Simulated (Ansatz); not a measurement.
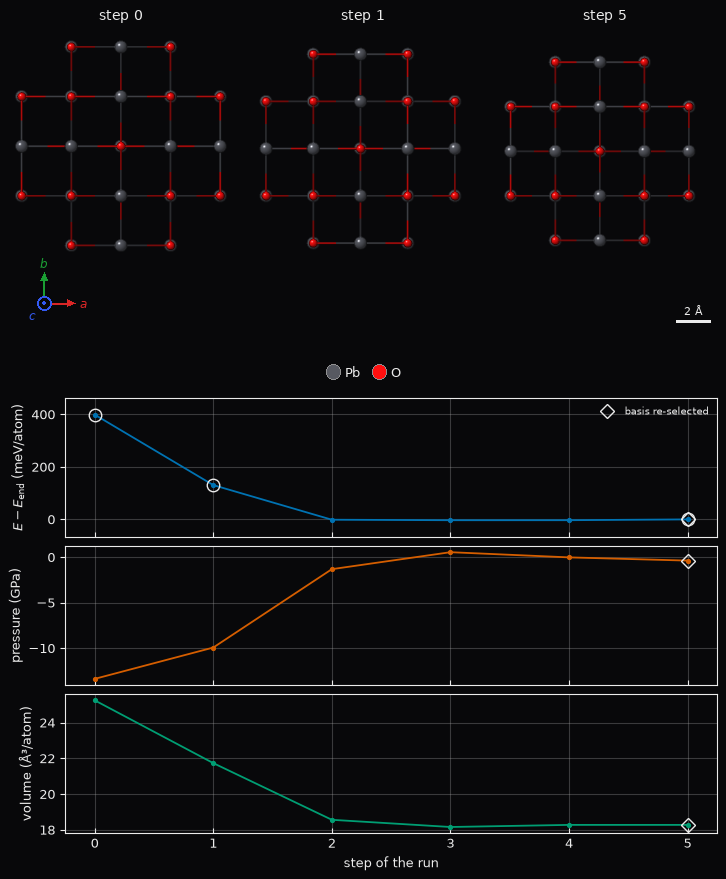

Frames of a relaxation of a crystal of PbO (a generated structure, set up in Fm-3m) (coarse preliminary run), marked on the history of the run. The picture is a ball-and-stick view of the conventional cell (4 times the calculation's cell), seen along the c axis. Lengths and directions refer to the drawn axes.

Case: F → O, Tl → Pb on all its sites, cell and atoms relaxed.

Theory: Ansatz, DFT PBE, scalar-relativistic, plane waves, PAW.

Input file:
```yaml
crystal:
  lattice:
    - [0.0, 2.933857759, 2.933857759]
    - [2.933857759, 0.0, 2.933857759]
    - [2.933857759, 2.933857759, 0.0]
  atoms:
    - { symbol: Pb, position: [0.0, 0.0, 0.0] }
    - { symbol: O, position: [0.5, 0.5, 0.5] }
basis:
  ecutwfc: 420
kpoints:
  mp_grid: { grid: [6, 6, 6] }
hamiltonian:
  xc: pbe
scf:
  occupations: { method: gaussian, width: 0.1 }
output:
  forces: true
  stress: true
  eigenvalues: true
relax:
  adjacent_minimum: "off"
  f_tol: 0.05
  max_steps: 60
  cell: { stress_tol: 0.5 }
```

Command:
```bash
ansatz run input.yaml --threads 1 --pin off --max-ram 1331MiB --backend cpu --events-out ev --progress --plain --runs-dir out
```

**Describe the path.**

The atoms keep their places relative to the cell (all moves are under 0.005 Å). The volume changes by −27.6 %, with a = b = c 5.868 → 5.268 Å (−10.2 %). Among the contacts that change: Pb1–O2 2.934 → 2.634 Å. The space group stays Fm-3m (No. 225). Over 4 accepted moves (5 points after the start) the energy falls by 399 meV per atom. All forces vanish by symmetry, so only the cell relaxes. The pressure goes from −13.36 to −0.37 GPa. The SCF was repeated once at an unchanged geometry on a basis and grid sized afresh for the cell, which shifted the energy by 3.1 meV per atom at most. From step 0 to 1: volume −13.9 %, energy −268 meV per atom. From step 1 to 5: volume −15.9 %, energy −131 meV per atom.

```
step  E − E(0), meV/atom  pressure, GPa  volume, Å³/atom                      note
   0                0.00         -13.36           25.253                          
   1             -268.49          -9.92           21.737                          
   2             -400.50          -1.31           18.563                          
   3             -402.39           0.55           18.160                          
   4             -402.33          -0.02           18.278                          
   5             -399.24          -0.37           18.278  same geometry, new basis
```
